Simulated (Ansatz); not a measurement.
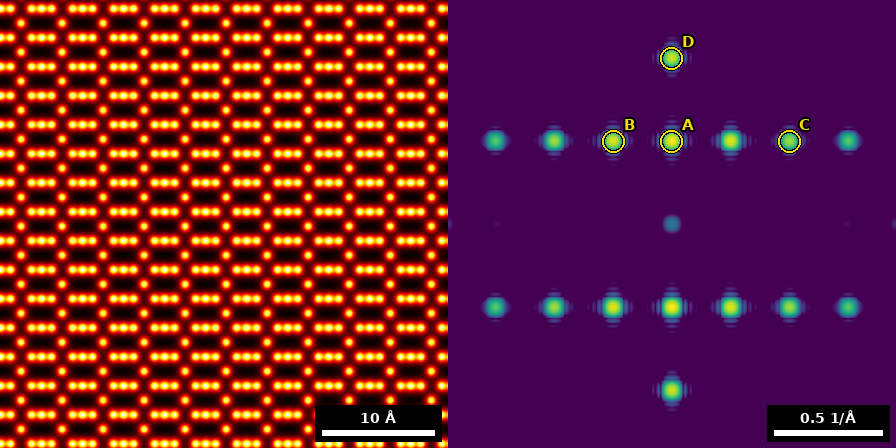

Integrated-DPC-like image of Ta (Pm-3n, No. 223) along [110]. Simulated as the projected potential of neutral atoms (B = 0.5 Å²) blurred by a 0.50 Å probe, the thin-sample limit of integrated differential phase contrast. Atomic positions: a calculation's starting geometry; the starting structure was generated, so it need not be a known form of this composition.

The right panel is the modulus of the image's Fourier transform on a logarithmic scale.

a = 5.208 Å, b = 5.208 Å, c = 5.208 Å, α = 90.00°, β = 90.00°, γ = 90.00°

**Index the marked spots and give their plane spacings (the zone axis points at the viewer; indices equivalent by symmetry, or all signs reversed, are as good).**

A: (0 0 -2), d = 2.60 Å; B: (-1 1 -2), d = 2.13 Å; C: (2 -2 -2), d = 1.50 Å; D: (0 0 -4), d = 1.30 Å. A and B enclose 35°, and every spot obeys the zone law hu + kv + lw = 0 for [110].
